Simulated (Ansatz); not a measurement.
```yaml
crystal:
  lattice:
    - [3.21685, 0.00000, 0.00000]
    - [0.00000, 3.21685, 0.00000]
    - [0.00000, 0.00000, 7.87302]
  atoms:
    - { symbol: Si, position: [0.00000, 0.00000, 0.33510] }
    - { symbol: Si, position: [0.50000, 0.50000, 0.83510] }
    - { symbol: Si, position: [0.00000, 0.00000, 0.66490] }
    - { symbol: Si, position: [0.50000, 0.50000, 0.16490] }
    - { symbol: Mo, position: [0.00000, 0.00000, 0.00000] }
    - { symbol: Mo, position: [0.50000, 0.50000, 0.50000] }
```

Space group I4/mmm; computed without spin polarisation.

These are results of DFT PBE, scalar-relativistic, plane waves, PAW in Ansatz 0.2.0, not measurements.

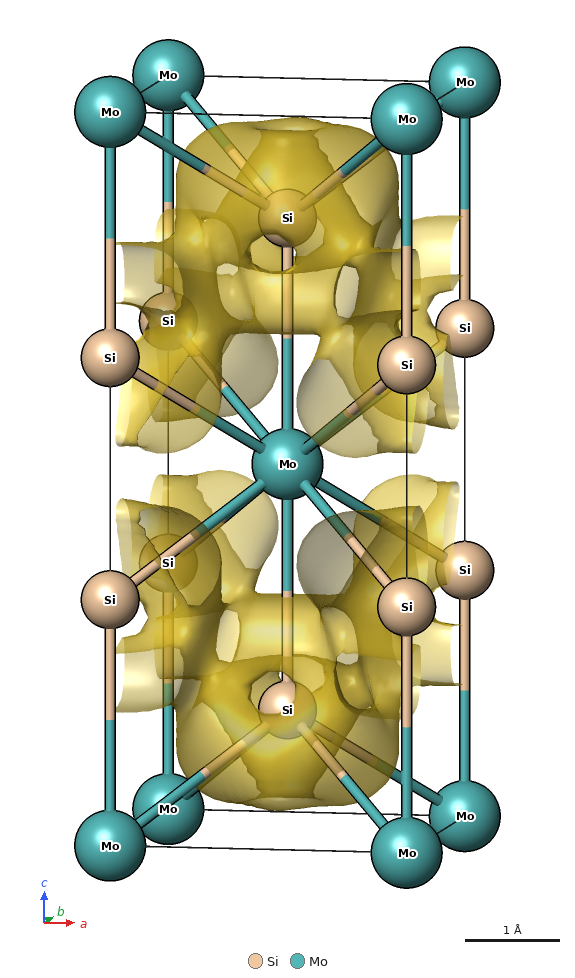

Si$_{2}$Mo. Isosurface of the electron localisation function at 0.55 (yellow), seen slightly off an axis. Only the valence region is drawn (cores and ρ < 0.01 e/Å³ removed). Sticks mark near contacts.

> What do the ELF domains correspond to?

The ELF exceeds this value in sheets that run through the cell in two directions, counted in one cell of 6 atoms. Any copies at cell faces, edges or corners count once. Profiles from the grid: Si–Mo (2.62 Å): the ELF peaks at about 0.70 in the valence shell of Si, 0.9 Å from its nucleus, and is about 0.40 at the midpoint.

> Which way does charge flow, and how much by Bader's partition?

Electrons move from Mo towards Si. Bader charges: Si −0.07 and Mo +0.14 e.
